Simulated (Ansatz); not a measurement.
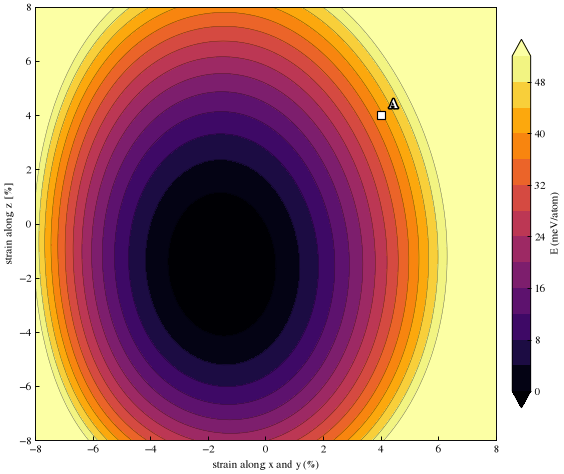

NaCl (Pm-3m, No. 221; 2 atoms in the cell). 
- The cell is strained homogeneously, by one strain along x and y and another along z, with fractional coordinates fixed (x, y and z along the cube axes).
- First axis: strain along x and y. Second axis: strain along z.
- Grid: 5 × 5 points.
- Points are written as (first, second).
- Energies are in meV/atom, from the lowest grid point.
- The reference cell is the one listed in the database, not relaxed at this level.
- All numbers below come from DFT PBEsol, scalar-relativistic, plane waves, PAW in Ansatz. Settings: cutoff 420 eV, k-mesh 6×6×6, gaussian smearing 0.05 eV, no spin polarisation.

The picture shows filled contours, one colour for all values above the top of the scale, the point A. Between grid points the surface is interpolated.

Q: Is A at rest? If not, where is it pushed?

A: A, at (4 %, 4 %), is not a stationary point. The computed force is 9.3 meV/atom for each 1 % towards smaller values of strain along x and y and 4.7 meV/atom for each 1 % towards smaller values of strain along z.
